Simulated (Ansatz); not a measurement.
Mo (Fd-3m, No. 227): the end point of a relaxation with DFT, PBEsol, plane waves (420 eV) with PAW, scalar-relativistic (Ansatz); the starting structure was generated, so it need not be a known form of this composition.

```
Mo
1.0
     5.61268    0.00000    0.00000
     0.00000    5.61268    0.00000
     0.00000    0.00000    5.61268
Mo
8
Direct
  0.75000 0.75000 0.75000
  0.00000 0.50000 0.00000
  0.75000 0.25000 0.25000
  0.00000 0.00000 0.50000
  0.25000 0.75000 0.25000
  0.50000 0.50000 0.50000
  0.25000 0.25000 0.75000
  0.50000 0.00000 0.00000
```

Question: What will a HAADF-like image along [211] show? Simulated incoherent Z contrast: every atom adds Z^1.7 spread by a probe of 0.50 Å full width; channelling and multiple scattering are left out. The probe carries 25 % of its weight in a tail 2.5 times as wide. The display is stretched by a gamma of 0.65; percentages refer to the linear signal.

Answer: The columns repeat on a rectangular net of 1.98 × 3.24 Å (plane group p2mm). All columns are alike (Mo). The shortest distance between visible columns is 0.81 Å in projection. Along the beam the structure repeats every 6.87 Å.

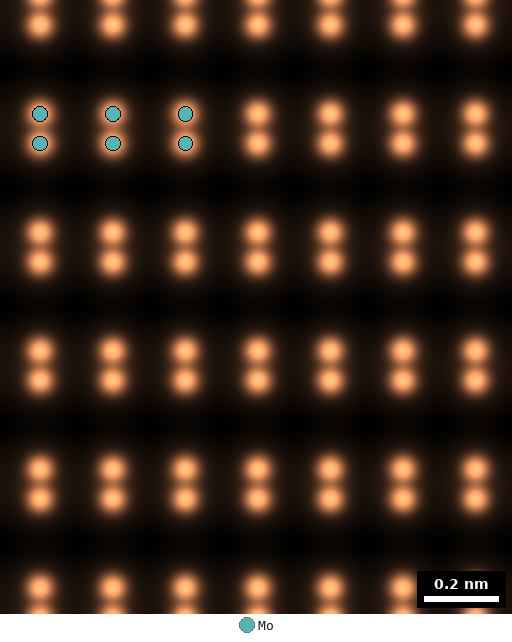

The simulated image, with the columns of the model marked in one corner.
